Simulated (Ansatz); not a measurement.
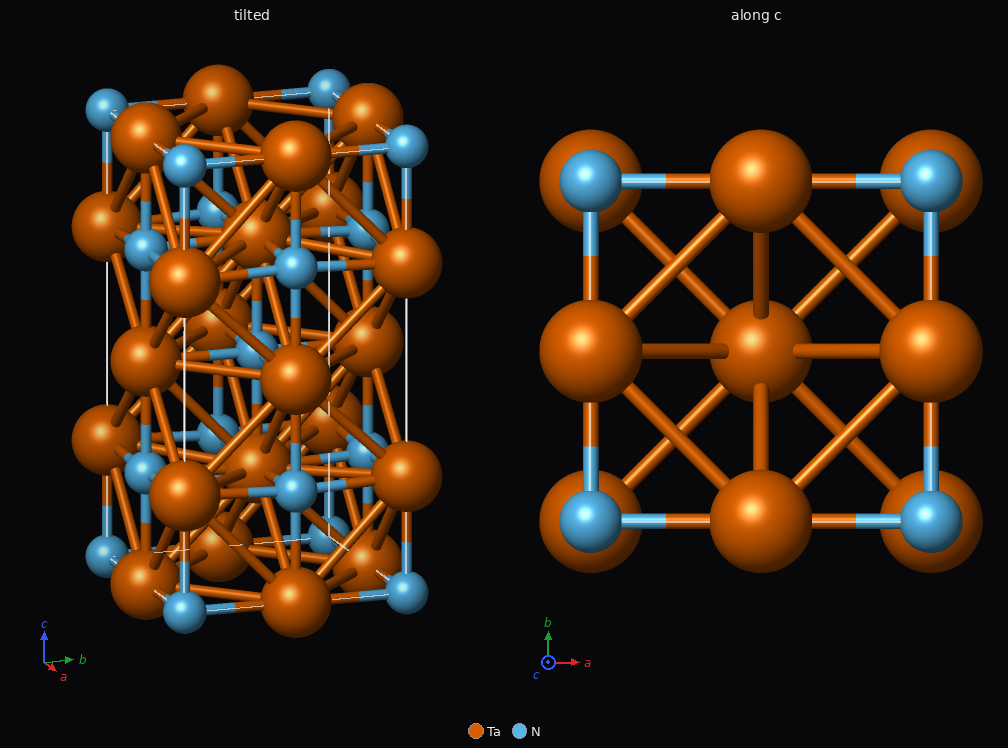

The image is a ball-and-stick drawing of a crystal, viewed slightly off an axis and along the c axis. The conventional unit cell is outlined; an atom on or near a face, edge or corner is repeated at each equivalent position. Cell: a = 4.36 Å, b = 4.36 Å, c = 8.55 Å, α = 90.00°, β = 90.00°, γ = 90.00°.

Its origin is a structure listed in the Materials Project. Earlier steps of the study, as a rule a relaxation of our own, may have changed the cell and positions, so they can lie some per cent off the listed ones. It went into a calculation with Ansatz.

Summary of the structure:

Answer. The formula is Ta₄N₃. Space group I4/mmm (No. 139), lattice body-centred tetragonal. With Z = 2, the cell contains 8 Ta, 6 N. Counting atoms within bonding range gives coordination numbers of Ta 16 to 17 (mean 16.5) and N 6.

The numbers come from DFT PBEsol, scalar-relativistic, plane waves, PAW (Ansatz 0.2.0), using 420 eV cutoff, k-points about 0.17 Å⁻¹ apart, Gaussian smearing of 0.1 eV, no spin polarisation.

Metal or not?

Answer. A metal: bands cross the Fermi level.

What net charge does each kind of atom have (Bader)?

Answer. Ta +1.21 to +1.50 e; N -1.83 to -1.77 e.

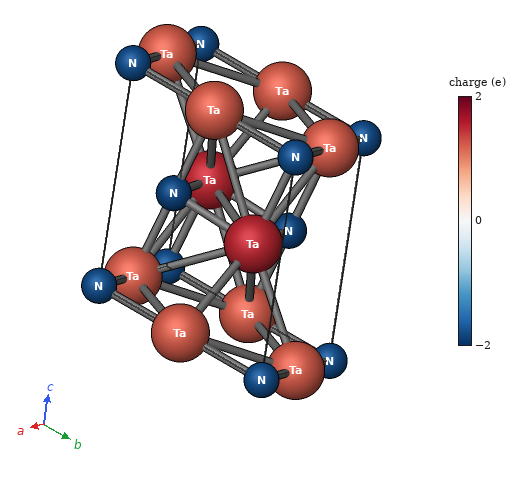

The atoms coloured by those charges. The run's cell of 7 atoms is drawn in a reduced setting, so axes and origin can differ from the first picture.

Is this an equilibrium geometry for the method given?

Answer. Yes. All forces vanish to within 0.01 eV/Å. The pressure is 0.0 GPa, close to zero.
